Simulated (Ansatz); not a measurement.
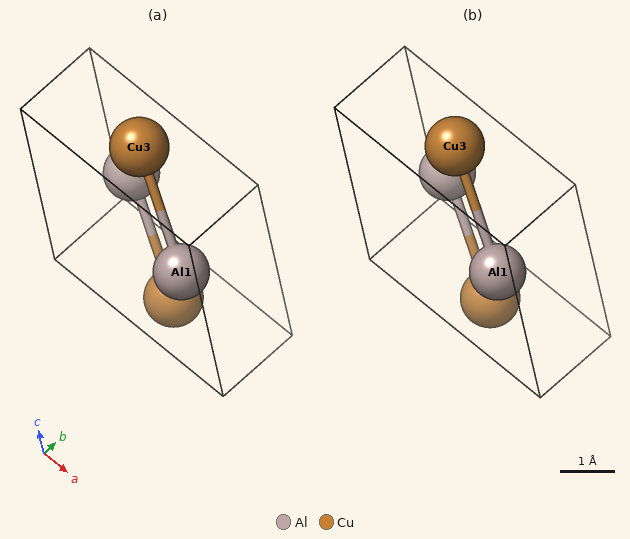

The structure of crystalline Al2Cu (built on the database_139 type) before (left) and after (right) a relaxation, at one scale.

The picture is a ball-and-stick view of the cell of the calculation, seen slightly off an axis.

Case: structure listed in a database for this formula (I4/mmm, No. 139).

Level of theory: DFT PBE, scalar-relativistic, plane waves, PAW in Ansatz.

Input
```yaml
crystal:
  lattice:
    - [-2.0303375, 2.0303375, 2.851094]
    - [2.0303375, -2.0303375, 2.851094]
    - [2.0303375, 2.0303375, -2.851094]
  atoms:
    - { symbol: Al, position: [0.75, 0.25, 0.5] }
    - { symbol: Al, position: [0.25, 0.75, 0.5] }
    - { symbol: Cu, position: [0.5, 0.5, 0.0] }
basis:
  ecutwfc: 420
kpoints:
  mp_grid: { grid: [16, 16, 16] }
hamiltonian:
  xc: pbe
scf:
  occupations: { method: gaussian, width: 0.1 }
output:
  forces: true
  stress: true
  eigenvalues: true
relax:
  adjacent_minimum: "off"
  f_tol: 0.01
  max_steps: 80
  cell: { stress_tol: 0.05 }
```

Launched with:
```bash
ansatz run input.yaml --threads 1 --pin off --max-ram 2560MiB --backend cpu --events-out ev --progress --plain --runs-dir out
```

Describe what moved and what it gained.

Answer. The atoms keep their places relative to the cell (all moves are under 0.005 Å). Cell: a = b = c 4.046 → 4.089 Å (+1.1 %), α 119.8° → 120.0°, β 119.8° → 120.0°, γ 90.4° → 90.0°. Volume +2.9 %. Among the contacts that change: Al1–Cu3 2.481 → 2.504 Å. The space group (tolerance 0.01 Å) goes from I4/mmm (No. 139) to Fm-3m (No. 225). Over 3 accepted moves (5 points after the start) the energy falls by 4.1 meV per atom. All forces vanish by symmetry, so only the cell relaxes. The pressure goes from 2.91 to 0.00 GPa. At 2 points the geometry stayed and the basis and grid were re-selected for the new cell (energy shift of 0.2 meV per atom at most each time).
